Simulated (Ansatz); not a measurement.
**What a change does: single-point calculation on Sr₈Ti₈O₂₄**

System: Sr₈Ti₈O₂₄ (40 atoms in the cell).
Method of the first run: DFT, HSE06, PAW, plane waves (Ansatz 0.2.0).

The structure was built on a prototype by a generator; it need not be a known phase. Text and figures count atoms from 1; the logs count them from 0 in places.

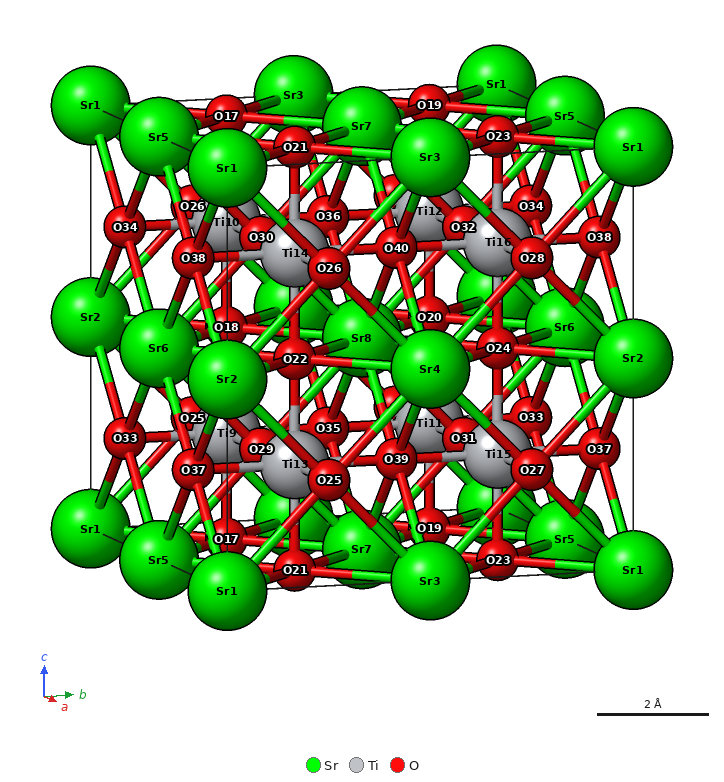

Figure 1. The structure (ball-and-stick view of the cell of the calculation, seen slightly off an axis; atoms are numbered from 1 in the order of the input).

**Input, the first run**
```yaml
crystal:
  lattice:
    - [7.782821, 0.000000, 0.000000]
    - [0.000000, 7.782821, 0.000000]
    - [0.000000, 0.000000, 7.782821]
  atoms:
    - { symbol: Sr, position: [0.000000, 0.000000, 0.000000] }
    - { symbol: Sr, position: [0.000000, 0.000000, 0.500000] }
    - { symbol: Sr, position: [0.000000, 0.500000, 0.000000] }
    - { symbol: Sr, position: [0.000000, 0.500000, 0.500000] }
    - { symbol: Sr, position: [0.500000, 0.000000, 0.000000] }
    - { symbol: Sr, position: [0.500000, 0.000000, 0.500000] }
    - { symbol: Sr, position: [0.500000, 0.500000, 0.000000] }
    - { symbol: Sr, position: [0.500000, 0.500000, 0.500000] }
    - { symbol: Ti, position: [0.250000, 0.250000, 0.250000] }
    - { symbol: Ti, position: [0.250000, 0.250000, 0.750000] }
    - { symbol: Ti, position: [0.250000, 0.750000, 0.250000] }
    - { symbol: Ti, position: [0.250000, 0.750000, 0.750000] }
    - { symbol: Ti, position: [0.750000, 0.250000, 0.250000] }
    - { symbol: Ti, position: [0.750000, 0.250000, 0.750000] }
    - { symbol: Ti, position: [0.750000, 0.750000, 0.250000] }
    - { symbol: Ti, position: [0.750000, 0.750000, 0.750000] }
    - { symbol: O, position: [0.250000, 0.250000, 0.000000] }
    - { symbol: O, position: [0.250000, 0.250000, 0.500000] }
    - { symbol: O, position: [0.250000, 0.750000, 0.000000] }
    - { symbol: O, position: [0.250000, 0.750000, 0.500000] }
    - { symbol: O, position: [0.750000, 0.250000, 0.000000] }
    - { symbol: O, position: [0.750000, 0.250000, 0.500000] }
    - { symbol: O, position: [0.750000, 0.750000, 0.000000] }
    - { symbol: O, position: [0.750000, 0.750000, 0.500000] }
    - { symbol: O, position: [0.000000, 0.250000, 0.250000] }
    - { symbol: O, position: [0.000000, 0.250000, 0.750000] }
    - { symbol: O, position: [0.000000, 0.750000, 0.250000] }
    - { symbol: O, position: [0.000000, 0.750000, 0.750000] }
    - { symbol: O, position: [0.500000, 0.250000, 0.250000] }
    - { symbol: O, position: [0.500000, 0.250000, 0.750000] }
    - { symbol: O, position: [0.500000, 0.750000, 0.250000] }
    - { symbol: O, position: [0.500000, 0.750000, 0.750000] }
    - { symbol: O, position: [0.250000, 0.000000, 0.250000] }
    - { symbol: O, position: [0.250000, 0.000000, 0.750000] }
    - { symbol: O, position: [0.250000, 0.500000, 0.250000] }
    - { symbol: O, position: [0.250000, 0.500000, 0.750000] }
    - { symbol: O, position: [0.750000, 0.000000, 0.250000] }
    - { symbol: O, position: [0.750000, 0.000000, 0.750000] }
    - { symbol: O, position: [0.750000, 0.500000, 0.250000] }
    - { symbol: O, position: [0.750000, 0.500000, 0.750000] }
kpoints:
  mp_grid: { grid: [1, 1, 1] }
hamiltonian:
  xc: hse06
scf:
  occupations: { method: fermi_dirac, width: 0.01 }
output:
  forces: true
  eigenvalues: true
  populations: true
  eigenstates: { kpoints: [[0, 0, 0]], e_range: [-6.0, 6.0], localisation: true }
```

Hardware: 8 CPU threads, shared host.

**Output, shortened to warnings, some set-up lines, iterations and results (the first run)**
```
Basis set: ecut = 420 eV, 9171 PW (Γ), exchange–correlation on 108×108×108 points (8 copies of the dense FFT grid, shifted against one another)
Symmetry: 384 space group operations
k-points: 1
Initial density: superposition of atomic densities (neutral atoms: chi_scale 0, normalization atom), corrected by the library's trained network
[...]
SCF iter   1: F=—  HF=-62029.675480 eV  |F-HF|=—  |Δ(HF+E_count)|=         —  Δρ=1.62e-2  dr2=1.39e0  ethr=1.77e-3  ⟨swp⟩=9.0  Hψ=835  notcnv=0
SCF iter   2: F=—  HF=-62029.426031 eV  |F-HF|=—  |Δ(HF+E_count)|=   2.49e-1  Δρ=5.49e-3  dr2=1.82e-1  ethr=4.35e-4  ⟨swp⟩=5.0  Hψ=440  notcnv=0
SCF iter   3: F=—  HF=-62029.393839 eV  |F-HF|=—  |Δ(HF+E_count)|=   3.22e-2  Δρ=1.39e-3  dr2=7.21e-3  ethr=2.30e-6  ⟨swp⟩=8.0  Hψ=983  notcnv=0  defer=2
SCF iter   4: F=-62029.392324 eV  HF=-62029.392311 eV  |F-HF|=1.31e-5  |Δ(HF+E_count)|=   1.53e-3  Δρ=2.45e-4  dr2=1.02e-4  ethr=2.25e-6  ⟨swp⟩=6.0  Hψ=476  notcnv=0  defer=2
SCF 1 stopped early in 4 iterations: F = -62029.392324 eV  dr2 = 1.02e-4
[... 7 lines ...]
SCF iter   1: F=—  HF=-62043.907258 eV  |F-HF|=—  |Δ(HF+E_count)|=         —  Δρ=7.58e-5  dr2=2.00e-5  ethr=7.09e-7  ⟨swp⟩=6.0  Hψ=456  notcnv=0
SCF iter   2: F=—  HF=-62043.907256 eV  |F-HF|=—  |Δ(HF+E_count)|=   2.14e-6  Δρ=2.67e-5  dr2=2.36e-6  ethr=5.33e-9  ⟨swp⟩=3.0  Hψ=422  notcnv=0
SCF iter   3: F=—  HF=-62043.907265 eV  |F-HF|=—  |Δ(HF+E_count)|=   8.48e-6  Δρ=1.10e-5  dr2=5.61e-7  ethr=4.70e-10  ⟨swp⟩=7.0  Hψ=569  notcnv=0
SCF iter   4: F=-62043.907265 eV  HF=-62043.907265 eV  |F-HF|=1.86e-8  |Δ(HF+E_count)|=   1.42e-7  Δρ=2.09e-6  dr2=4.04e-8  ethr=1.65e-10  ⟨swp⟩=3.0  Hψ=426  notcnv=0
SCF 3 converged in 4 iterations: F = -62043.907265 eV  dr2 = 4.04e-8
  Residual-converged pass: ⟨swp⟩=4.0  Hψ=442  notcnv=0  max |occ|·‖R‖ = 6.3e-6 eV (tolerance 6.7e-6 eV)  dr2=3.81e-8  dr2_onsite=2.05e-9  max |Δocc| = 0.0e0
hybrid outer 2: dexx = +9.566e-6 eV, tail = 1.33e-7 eV, Δε = 3.49e-3 eV (about 7.76e-5 eV left of the loop's levels)
NSCF: frozen V_eff on 1 k-points
hybrid SCF converged: 2 outer / 10 inner (+4 warm-up), last move |dexx| = 9.57e-6 eV, tail = 1.33e-7 eV
Stability not checked: this state was not tested for a lower state beside it, because the functional holds exact exchange (a hybrid, or Hartree-Fock), whose exchange loop this test does not read (fock_operator; see scf.lower_state_search)
Free energy (F): -62043.907265 eV
Harris-Foulkes:  -62043.907265 eV  (|F-HF|=1.86e-8)
Internal energy: -62043.907265 eV  (E = F + TS)
E sigma→0 (E₀):  -62043.907265 eV
Fermi energy:    10.726022 eV
--- Per-component energies (eV) ---
  E_band       = -2289.674328
  E_kinetic    = 8418.431633
  E_local      = -18849.234782  (includes V_loc(G=0)·N_el)
  E_nonlocal   = 2723.972220
  E_hartree    = 6573.280691
  E_xc         = -3188.345170
  E_vxc        = -3652.376894  (∫ρ·V_xc dr)
  E_exx        = -975.905698  (= α·E_x^exact, valence–valence)
  E_paw        = -33529.982256  (= ΣΔE_a)
  E_vpaw       = -2125.266646  (= ΣTr[D̂ρ^β])
  E_aug_tail   = 0.060979  (compensation charges beyond the density's cutoff)
  E_ewald      = -23211.193474
  E_core_change = -4.991463  (= ΣΔE_core)
  E_smearing   = -0.000000  (= −TS)
  E_closure    = 0.000055  (closes the sum)
  Σ components = -62043.907265   (vs F -62043.907265, Δ=7.28e-12)
--- Forces (eV/Å), atoms counted from 1 ---
  atom   1  Sr    -0.00000000     0.00000000    -0.00000000
  atom   2  Sr    -0.00000000     0.00000000    -0.00000000
  atom   3  Sr    -0.00000000     0.00000000    -0.00000000
  atom   4  Sr    -0.00000000     0.00000000    -0.00000000
  atom   5  Sr    -0.00000000     0.00000000    -0.00000000
  atom   6  Sr    -0.00000000     0.00000000    -0.00000000
  atom   7  Sr    -0.00000000     0.00000000    -0.00000000
  atom   8  Sr    -0.00000000     0.00000000    -0.00000000
  atom   9  Ti    -0.00000000    -0.00000000     0.00000000
  atom  10  Ti    -0.00000000    -0.00000000     0.00000000
  atom  11  Ti    -0.00000000    -0.00000000    -0.00000000
  atom  12  Ti    -0.00000000     0.00000000    -0.00000000
  atom  13  Ti    -0.00000000    -0.00000000     0.00000000
  atom  14  Ti     0.00000000    -0.00000000    -0.00000000
  atom  15  Ti    -0.00000000     0.00000000    -0.00000000
  atom  16  Ti     0.00000000    -0.00000000    -0.00000000
  atom  17  O     -0.00000000     0.00000000     0.00000000
  atom  18  O      0.00000000     0.00000000     0.00000000
[...]
```

For the second run the input was changed thus:
```diff
-  xc: hse06
+  xc: r2scan
```

How does the second run compare with the first run?

The total energies belong to different methods, so their difference says nothing on which is more stable or more accurate. The functional changes from HSE06 to r2SCAN. The SCF takes 8 iterations against 14. The default cutoff goes from 420 to 500 eV with the change. The plane waves at Γ go from 9171 to 11981.

**Output, shortened to warnings, some set-up lines, iterations and results (the second run)**
```
Basis set: ecut = 500 eV, 11981 PW (Γ), exchange–correlation on 240×240×240 points (64 copies of the dense FFT grid, shifted against one another)
Symmetry: 384 space group operations
k-points: 1
Initial density: superposition of atomic densities (neutral atoms: chi_scale 0, normalization atom), corrected by the library's trained network
[...]
SCF iter   1: F=—  HF=-62191.715987 eV  |F-HF|=—  |Δ(HF+E_count)|=         —  Δρ=3.22e-2  dr2=5.95e0  dr2_τ=2.61e0  ethr=1.77e-3  ⟨swp⟩=7.0  Hψ=905  notcnv=0  defer=4
SCF iter   2: F=—  HF=-62191.745943 eV  |F-HF|=—  |Δ(HF+E_count)|=   3.00e-2  Δρ=1.14e-2  dr2=2.17e-1  dr2_τ=2.23e-1  ethr=1.77e-3  ⟨swp⟩=3.0  Hψ=308  notcnv=0  defer=34
SCF iter   3: F=—  HF=-62191.733364 eV  |F-HF|=—  |Δ(HF+E_count)|=   1.26e-2  Δρ=4.52e-3  dr2=4.98e-2  dr2_τ=5.40e-3  ethr=6.77e-5  ⟨swp⟩=2.0  Hψ=292  notcnv=0  defer=34
SCF iter   4: F=—  HF=-62191.734349 eV  |F-HF|=—  |Δ(HF+E_count)|=   9.85e-4  Δρ=1.35e-3  dr2=3.43e-3  dr2_τ=8.29e-4  ethr=1.56e-5  ⟨swp⟩=3.0  Hψ=246  notcnv=0  defer=34
SCF iter   5: F=—  HF=-62191.734197 eV  |F-HF|=—  |Δ(HF+E_count)|=   1.52e-4  Δρ=1.73e-4  dr2=8.45e-5  dr2_τ=9.55e-6  ethr=1.07e-6  ⟨swp⟩=2.0  Hψ=288  notcnv=0  defer=34
SCF iter   6: F=—  HF=-62191.734312 eV  |F-HF|=—  |Δ(HF+E_count)|=   1.15e-4  Δρ=3.33e-5  dr2=4.18e-6  dr2_τ=7.65e-7  ethr=2.64e-8  ⟨swp⟩=2.0  Hψ=310  notcnv=0  defer=34
SCF iter   7: F=—  HF=-62191.734313 eV  |F-HF|=—  |Δ(HF+E_count)|=   1.38e-6  Δρ=1.17e-5  dr2=7.29e-7  dr2_τ=4.48e-8  ethr=1.31e-9  ⟨swp⟩=2.0  Hψ=300  notcnv=0  defer=34
SCF iter   8: F=-62191.734313 eV  HF=-62191.734313 eV  |F-HF|=1.05e-9  |Δ(HF+E_count)|=   6.12e-8  Δρ=8.69e-7  dr2=3.29e-9  dr2_τ=8.72e-10  ethr=3.13e-11  ⟨swp⟩=12.0  Hψ=1335 …
SCF 1 converged in 8 iterations: F = -62191.734313 eV  dr2 = 3.29e-9
NSCF: frozen V_eff on 1 k-points
SCF converged after 8 iterations
Free energy (F): -62191.734313 eV
Harris-Foulkes:  -62191.734313 eV  (|F-HF|=1.05e-9)
Internal energy: -62191.734313 eV  (E = F + TS)
E sigma→0 (E₀):  -62191.734313 eV
Fermi energy:    10.866874 eV
--- Per-component energies (eV) ---
  E_band       = -1886.948793
  E_kinetic    = 8431.529315
  E_local      = -18933.243336  (includes V_loc(G=0)·N_el)
  E_nonlocal   = 2752.678004
  E_hartree    = 6623.036616
  E_xc         = -3855.440051
  E_vxc        = -5076.668762  (∫ρ·V_xc dr)
  E_paw        = -33995.165258  (= ΣΔE_a)
  E_vpaw       = -2619.377232  (= ΣTr[D̂ρ^β])
  E_aug_tail   = 0.026401  (compensation charges beyond the density's cutoff)
  E_vtau       = 312.029058  (kinetic-family band-sum trace: ∫τ·v_τ [+ j·A + Jᵃ·Aᵃ] dr)
  E_ewald      = -23211.193474
  E_core_change = -3.962531  (= ΣΔE_core)
  E_smearing   = -0.000000  (= −TS)
  E_closure    = 0.000000  (closes the sum)
  Σ components = -62191.734313   (vs F -62191.734313, Δ=0.00e0)
--- Forces (eV/Å), atoms counted from 1 ---
  atom   1  Sr    -0.00000000     0.00000000     0.00000000
  atom   2  Sr    -0.00000000     0.00000000    -0.00000000
  atom   3  Sr    -0.00000000    -0.00000000     0.00000000
  atom   4  Sr    -0.00000000    -0.00000000    -0.00000000
  atom   5  Sr    -0.00000000     0.00000000     0.00000000
  atom   6  Sr    -0.00000000     0.00000000     0.00000000
  atom   7  Sr    -0.00000000    -0.00000000    -0.00000000
  atom   8  Sr    -0.00000000    -0.00000000    -0.00000000
  atom   9  Ti    -0.00000000     0.00000000    -0.00000000
  atom  10  Ti    -0.00000000     0.00000000    -0.00000000
  atom  11  Ti    -0.00000000     0.00000000     0.00000000
  atom  12  Ti    -0.00000000    -0.00000000     0.00000000
  atom  13  Ti    -0.00000000    -0.00000000     0.00000000
  atom  14  Ti    -0.00000000    -0.00000000     0.00000000
  atom  15  Ti    -0.00000000    -0.00000000     0.00000000
  atom  16  Ti    -0.00000000     0.00000000     0.00000000
  atom  17  O      0.00000000    -0.00000000    -0.00000000
  atom  18  O      0.00000000    -0.00000000     0.00000000
  atom  19  O      0.00000000     0.00000000     0.00000000
  atom  20  O      0.00000000     0.00000000     0.00000000
  atom  21  O      0.00000000    -0.00000000    -0.00000000
  atom  22  O      0.00000000    -0.00000000    -0.00000000
  atom  23  O      0.00000000    -0.00000000     0.00000000
  atom  24  O      0.00000000    -0.00000000    -0.00000000
  atom  25  O      0.00000000     0.00000000    -0.00000000
  atom  26  O      0.00000000     0.00000000     0.00000000
  atom  27  O      0.00000000    -0.00000000     0.00000000
  atom  28  O      0.00000000    -0.00000000     0.00000000
[...]
```

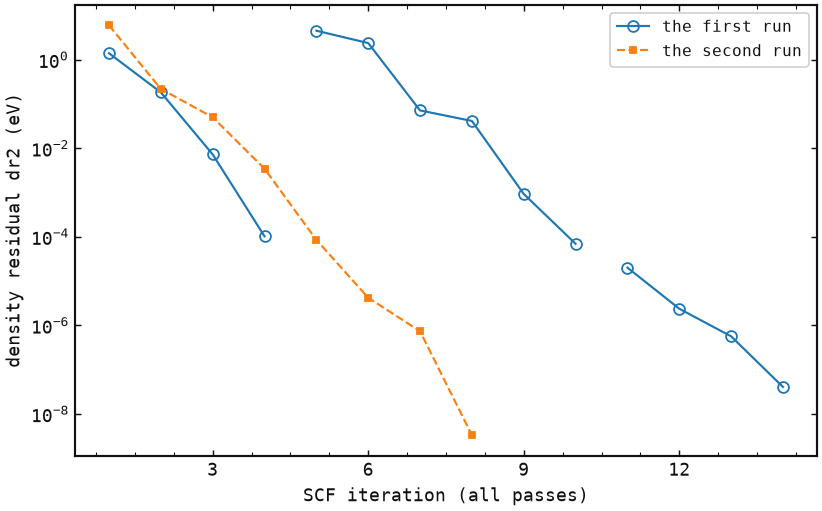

Figure 2. Convergence of the two runs: density residual dr2 against the SCF iteration. A break in a curve parts two SCF passes. The first run takes 14 iterations in all, and the second run takes 8.

**The two runs side by side**

| quantity | the first run | the second run |
| --- | --- | --- |
| outcome | converged | converged |
| free energy per atom (eV) | −1551.0977 | −1554.7934 |
| largest force (eV/Å) | 0.000 | 0.000 |
| SCF iterations | 14 | 8 |
| irreducible k-points | 1 | 1 |
| plane waves at Γ | 9171 | 11981 |
| wall time (shared host) | 8.5 s | 3.2 s |

For both runs: The k-point mesh is coarse for a cell of this size, so the results may not be converged.
